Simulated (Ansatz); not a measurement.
# TiAl3: what the fields show

The calculation's input:

```
crystal:
  lattice:
    - [-1.9077740735, 1.9077740735, 4.276996808]
    - [1.9077740735, -1.9077740735, 4.276996808]
    - [1.9077740735, 1.9077740735, -4.276996808]
  atoms:
    - { symbol: Ti, position: [0.0160951169, 0.0160951169, 0.0321902339] }
    - { symbol: Al, position: [0.5159236093, 0.5159236093, 0.0318472187] }
    - { symbol: Al, position: [0.7277613044, 0.2277613044, 0.4555226088] }
    - { symbol: Al, position: [0.2277613044, 0.7277613044, 0.4555226088] }
basis:
  ecutwfc: 420
kpoints:
  mp_grid: { grid: [18, 18, 18] }
hamiltonian:
  xc: pbesol
scf:
  occupations: { method: gaussian, width: 0.15 }
output:
  forces: true
  stress: true
  eigenvalues: true
  write_density: true
  write_potential: true
  elf: true
  volumetric_format: npy
```

Command:

```sh
ansatz run input.yaml --threads 2 --pin off --max-ram 5120MiB --backend cpu --events-out ev --progress --plain --runs-dir out
```

Below, planes, directions and counts refer to the conventional cell (a = 5.40 Å, b = 8.55 Å, c = 5.40 Å, α = 90.00°, β = 90.00°, γ = 90.00°).

Space group Fmm2; a structure from a database of computed crystals, not necessarily the ambient phase; not relaxed (largest force 0.8 eV/Å); computed without spin polarisation.

Theory: DFT PBEsol, scalar-relativistic, plane waves, PAW in Ansatz 0.2.0.

The density is the valence pseudo-density of a PAW calculation; it isn't the true density close to the nuclei.

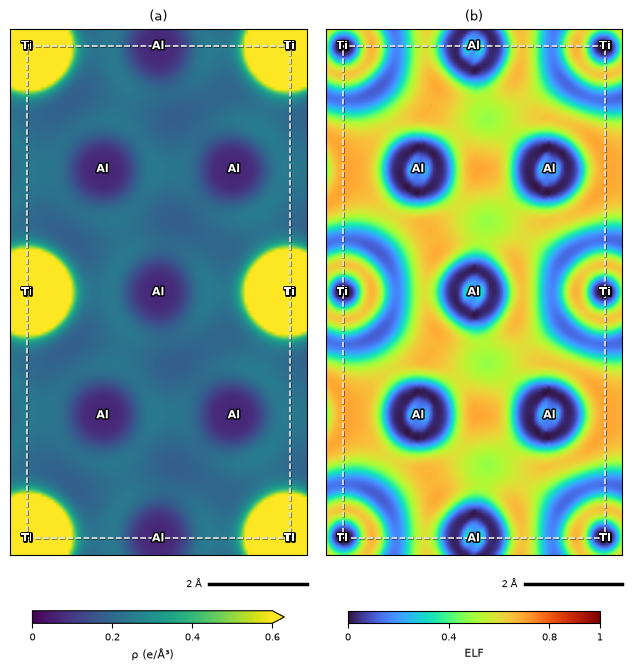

Figure 1. (a) valence electron density; (b) ELF on the (11̄0) plane of the conventional cell.

What does the map show?

- The plane passes through Ti and Al nuclei.
- Ti–Al (2.70 Å): ρ is about 0.24 e/Å³ halfway; the ELF is about 0.40 at the midpoint.
- Al–Al (2.70 Å): the density is about 0.23 e/Å³ at the midpoint; the ELF peaks at about 0.70 between the atoms.
- Ti–Al (2.77 Å): ρ at the midpoint is about 0.23 e/Å³; the ELF is about 0.40 at the midpoint.
- Al–Al (2.77 Å): ρ is about 0.22 e/Å³ halfway; the ELF peaks at about 0.65 between the atoms.
- Ti–Al (2.97 Å): ρ at the midpoint is about 0.19 e/Å³; the ELF is about 0.35 at the midpoint.
- Between the atoms the lowest density in this plane is 0.18 e/Å³.
- The features right at Ti lie inside the PAW spheres, where the map follows smoothed inner orbitals and isn't to be read closely.

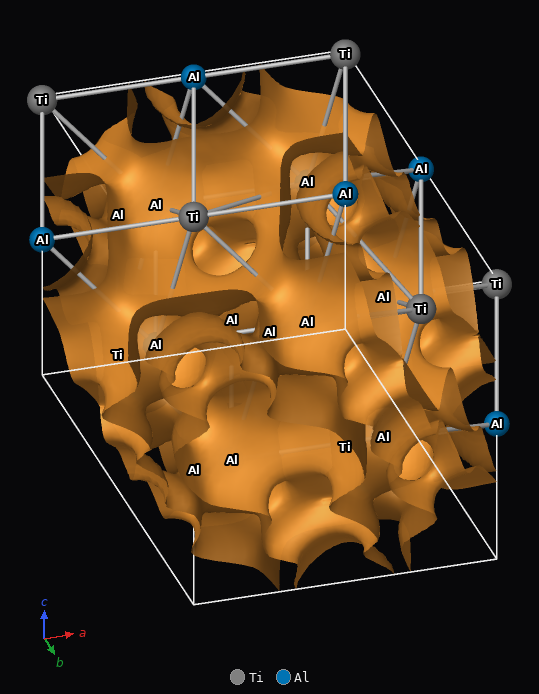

Figure 2. Isosurface of the ELF at 0.55 (orange), seen at an oblique angle. Only the valence region is drawn (cores and ρ < 0.01 e/Å³ removed). Sticks mark near contacts.

Identify the bonds, lone pairs and shells in this picture.

The surface consists of one network that runs through the whole crystal, counted in one cell of 16 atoms. Regions shared between cells count once.

Does the calculation give a band gap?

It is metallic or semimetallic at this level of theory: no gap opens.
